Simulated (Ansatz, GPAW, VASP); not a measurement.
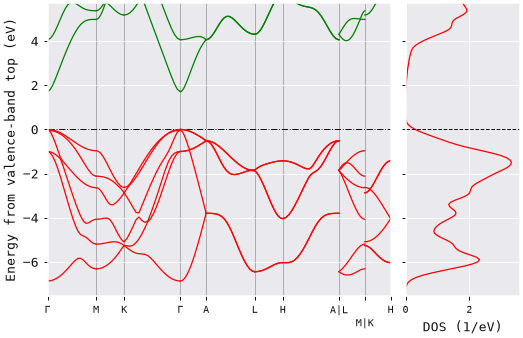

Band structure and density of states. Energies are counted from the top of the valence band. The DOS curve is built from the levels of the k mesh with Gaussians 0.55 eV wide, which also blur the band edges; ripples of that width can come from the mesh.

### Which of these calculations gave it?
A. rocksalt CaO, space group Fm-3m (No. 225), 2 atoms in the primitive cell (cubic a = 4.807 Å); PBEsol
B. rocksalt MnO, space group Fm-3m, 2 atoms in the primitive cell (cubic a = 4.448 Å); PBEsol
C. wurtzite GaN, space group P6_3mc (No. 186), 4 atoms in the cell (a = 3.219 Å, c = 5.245 Å (hexagonal axes)); PBE

C. The material is gapped. The gap along this path is 1.71 eV and direct: both edges lie at Γ. Two bands meet at the valence-band top at Γ: it is doubly degenerate (spin aside). The next level lies only 0.04 eV lower. The direct gaps are 1.71 eV at Γ, 5.94 eV at M and 6.14 eV at L. A hexagonal (primitive) lattice: the path Γ–M–K–Γ–A–L–H–A|L–M|K–H runs through the special points of its Brillouin zone.

Level of theory: PBE, VASP PAW PBE potentials, release 64 (Ga_d, N), no spin polarisation, no spin-orbit coupling, 12×12×6 k mesh, 520 eV cutoff, Gaussian smearing of 0.02 eV; code VASP 6.6.1.

LDA, GGA and most meta-GGA functionals understate gaps. The cell was derived from a database entry in an earlier step, so it needn't be the measured one.
